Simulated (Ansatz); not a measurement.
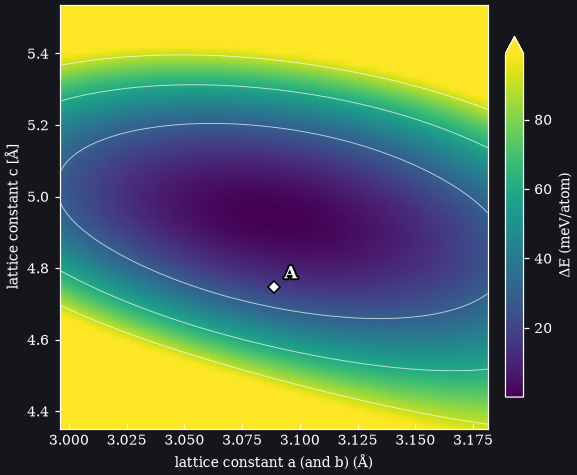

AlN (P6_3mc, No. 186; 4 atoms in the cell). The energy is mapped over the lattice constants a and c of the conventional cell. Coordinates scanned: (1) lattice constant a (and b); (2) lattice constant c. Relaxed at each point: the atoms inside the fixed cell. Grid: 7 × 7 points. Points are written as (first, second). Energies: meV/atom, counted from the lowest grid point. Level of theory: DFT LDA, scalar-relativistic, plane waves, PAW (Ansatz 0.2.0). Settings: cutoff 520 eV, k-mesh 9×9×6 in the order of the run's cell vectors, gaussian smearing 0.05 eV, no spin polarisation.

The picture shows a smooth colour map with a few white contour lines, one colour for all values above the top of the scale, the point A. Between grid points the surface is interpolated.

Which way does the force act at A, and how strong is it?

Answer. A, at (3.089 Å, 4.746 Å), is not a stationary point. The computed force is 220 meV/atom for each Å towards larger values of lattice constant a (and b) and 184 meV/atom for each Å towards larger values of lattice constant c.

PAW datasets: the set soft_1.
